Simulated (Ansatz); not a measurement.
Start from this file.

```cif
data_structure
_symmetry_space_group_name_H-M 'P 1'
_symmetry_Int_Tables_number 1
_cell_length_a 5.4788
_cell_length_b 5.4788
_cell_length_c 5.5544
_cell_angle_alpha 99.833
_cell_angle_beta 99.833
_cell_angle_gamma 119.769
_cell_volume 136.08
loop_
_atom_site_label
_atom_site_type_symbol
_atom_site_fract_x
_atom_site_fract_y
_atom_site_fract_z
_atom_site_occupancy
Mg1 Mg 0.00000 0.00000 0.00000 1
Mg2 Mg 0.66667 0.33333 0.00000 1
Mg3 Mg 0.50000 0.50000 0.50000 1
Mg4 Mg 0.16667 0.83333 0.50000 1
Mg5 Mg 0.83333 0.16667 0.50000 1
Mg6 Mg 0.33333 0.66667 0.00000 1
```

Summarise the structure in words.

The element is magnesium. Strictly the space group is C2/m (No. 12, within 0.01 Å). It is a distorted form of a face-centred cubic structure, space group Fm-3m (No. 225) within 0.25 Å: face-centred cubic (Cu type). The cell holds six atoms. Mg is linked to twelve Mg in a cuboctahedral arrangement at 3.16 to 3.20 Å. The bonds build a three-dimensional framework.

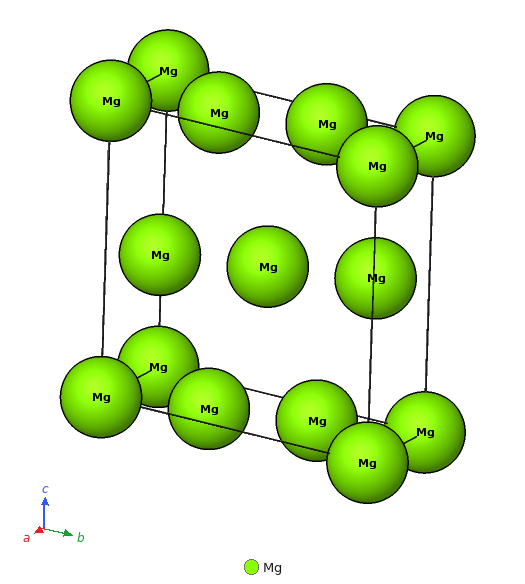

View slightly off an axis, drawn as a spheres-only model. The frame is the unit cell; atoms at its boundary are shown with their periodic copies. Colours: magnesium green.

The cell started as a structure listed in the Materials Project, with elements exchanged, so it need not be a known form of the compound. This is the structure after a relaxation with DFT PBEsol, scalar-relativistic, plane waves, PAW (Ansatz 0.2.0).
